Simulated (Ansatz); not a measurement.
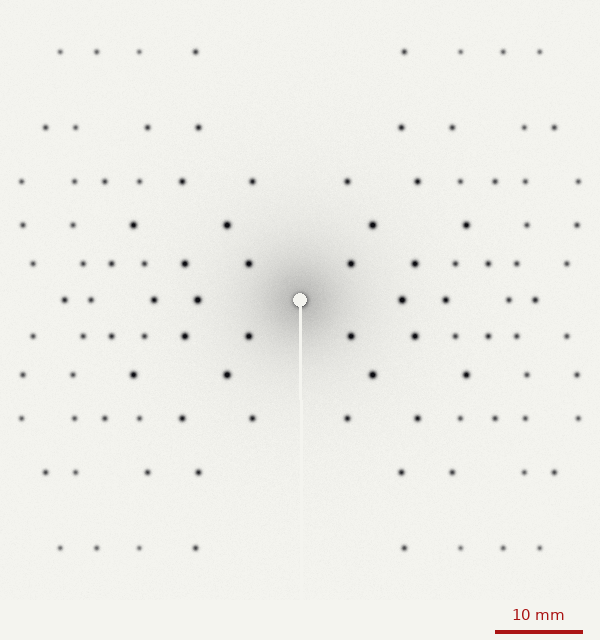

Simulated X-ray rotation photograph: Mo Kα radiation (λ = 0.7107 Å), cylindrical film of radius 30.0 mm unrolled, rotation axis vertical and normal to the beam, kinematic intensities without Lorentz or polarisation factors, the film spanning ±63° about the beam; spots down to d = 0.67 Å.

> Measure the layer lines and find the identity period along the axis.

The first layer line lies 4.2 mm from the equator, so tan ν = 0.139, sin ν = 0.138 and the period is λ/sin ν = 5.16 Å. Further lines follow at 8.6, 13.6, 19.8, 28.5 mm.

The crystal is Co, space group Fd-3m (No. 227), a = 5.156 Å. Structure: the end point of a relaxation with DFT, BLYP, plane waves (420 eV) with PAW, scalar-relativistic (Ansatz); the starting structure was generated, so it need not be a known form of this composition.

> About which axis was it rotated?

About [001] (or an equivalent direction), whose length in the conventional cell is 5.156 Å.
